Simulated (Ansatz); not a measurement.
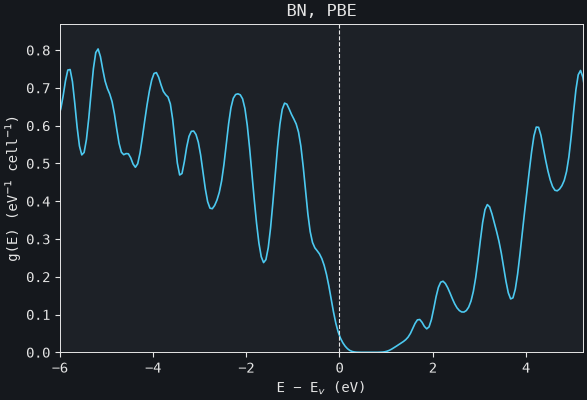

Density of states. Energies are counted from the top of the valence band. The curve is built from the levels of the k mesh with Gaussians 0.3 eV wide, which also blur the band edges.

System: BN, space group R-3m (No. 166), 2 atoms in the cell, rocksalt type, shear (111) strain −1.9%.

```cif
data_structure
_symmetry_space_group_name_H-M 'P 1'
_symmetry_Int_Tables_number 1
_cell_length_a 2.4380
_cell_length_b 2.4380
_cell_length_c 2.4380
_cell_angle_alpha 60.843
_cell_angle_beta 60.843
_cell_angle_gamma 60.843
_cell_volume 10.44
loop_
_atom_site_label
_atom_site_type_symbol
_atom_site_fract_x
_atom_site_fract_y
_atom_site_fract_z
_atom_site_occupancy
B1 B 0.00000 0.00000 0.00000 1
N1 N 0.50000 0.50000 0.50000 1
```

Method: DFT, PBE, plane waves, PAW, no spin polarisation, 12×12×12 k mesh, 420 eV cutoff, Fermi-Dirac smearing of 0.02 eV (Ansatz 0.2.0).

Metal or insulator, going by the density of states?

Answer. There is a gap; over the k points computed it is 1.23 eV (indirect; the smallest direct gap is 5.77 eV).

The cell is at 12 GPa in this functional.
